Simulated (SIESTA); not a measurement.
System: SiO$_{2}$, space group I4/mmm, 12 atoms in the primitive cell. The cell is scaled at fixed shape and fractional positions. At 17.41 Å³/atom, a = 8.944 Å, c = 5.224 Å (tetragonal axes). Computed with SIESTA 5.4.2: PBEsol, PseudoDojo 0.4 standard (PBEsol files), DZP (energy shift 0.003 Ry) basis, no spin polarisation, no spin-orbit coupling, 4×4×4 k mesh.

At 17.41 Å³/atom the direct gaps are 6.64 eV (Γ), 7.33 eV (X), 7.74 eV (M) and 8.14 eV (P).

How does each gap move from 16.71 Å³/atom to 17.76 Å³/atom?

Γ falls by 0.70 eV, X falls by 0.37 eV, M falls by 0.74 eV and P falls by 0.68 eV. Straight lines against ln V have slopes of −11.6 eV at Γ, −6.1 eV at X, −12.2 eV at M and −11.2 eV at P.

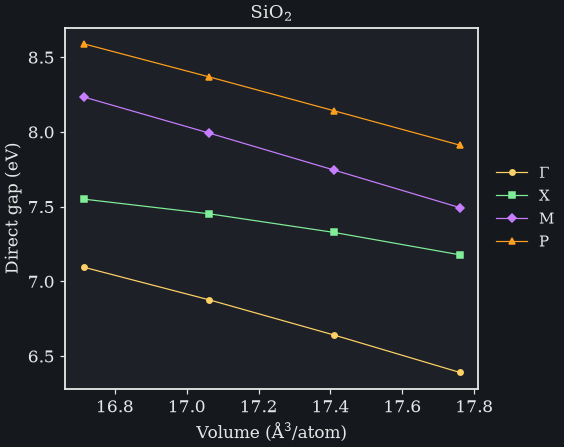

Direct gap at each named k point. In reduced coordinates of the cell that was run, X is (0, 0, 0.5), M is (−0.5, 0.5, 0.5) and P is (0.25, 0.25, 0.25).

```
       volume  Γ (eV)  X (eV)  M (eV)  P (eV)
16.71 Å³/atom    7.09    7.55    8.23    8.59
17.06 Å³/atom    6.88    7.45    7.99    8.37
17.41 Å³/atom    6.64    7.33    7.74    8.14
17.76 Å³/atom    6.39    7.18    7.49    7.91
```

The basis of atomic orbitals isn't converged, which shifts gaps and empty levels. LDA, GGA and most meta-GGA functionals understate gaps. The usual form of SiO2 is α-quartz.
